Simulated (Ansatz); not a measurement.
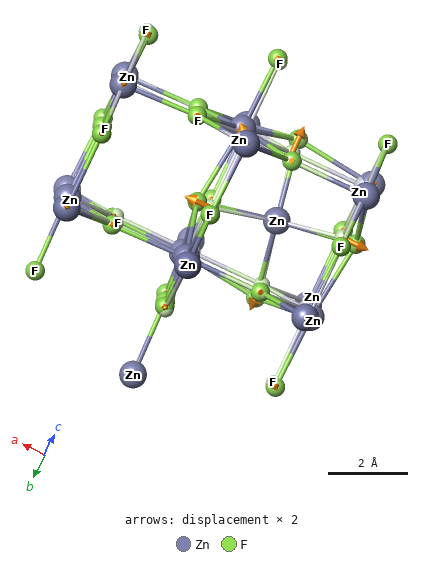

This is a relaxation of a defect cell of composition Zn$_{17}$F$_{32}$. The starting structure is drawn faded, the final one solid; orange arrows show the displacements, magnified 2 times.

The picture is a ball-and-stick view of the atoms within 5.0 Å of the atom that moves most (axes of the cell of the calculation (origin shifted)), seen from a free direction.

Case: Zn interstitial, charge +0, atoms relaxed at the host's cell.

Theory: Ansatz 0.2.0, DFT PBE, scalar-relativistic, plane waves, PAW. (plane-wave cutoff 420 eV; k-point mesh 2 × 2 × 2; occupations gaussian; smearing width 0.01 eV; mesh shifted by (0.5, 0.5, 0.5); no spin polarisation; atoms relaxed in a fixed cell; force threshold 0.025 eV/Å; at most 45 steps)

Q: Atoms of which element are displaced furthest, and by how much?

A: Fluorine: up to 0.38 Å, against 0.17 Å for zinc.

Q: What did the optimiser do to the structure, and how much energy did it gain?

A: The largest moves, 0.38 Å, are those of F atoms. By element the largest moves are F 0.38 Å, Zn 0.17 Å. The cell doesn't change. Near-neighbour distances that change, for instance: F–Zn 1.910 → 2.279 Å, F–Zn 2.070 → 2.250 Å, F–Zn 2.066 → 2.203 Å, F–Zn 2.066 → 2.012 Å. Bond angles that change, for instance: F–Zn–F 90.0° → 101.7°, F–Zn–F 180.0° → 170.6°, F–Zn–F 90.0° → 98.0°. Over 5 accepted moves (6 points after the start) the energy falls by 1.875 eV per cell of the calculation. The largest force component goes from 2.1 to 0.0089 eV/Å. The line search rejected the trial step at point 5 of the run. The run took 2.5 min on 4 threads of AMD EPYC 7B13 (Zen 3) (shared host), peak memory 2.4 GiB.
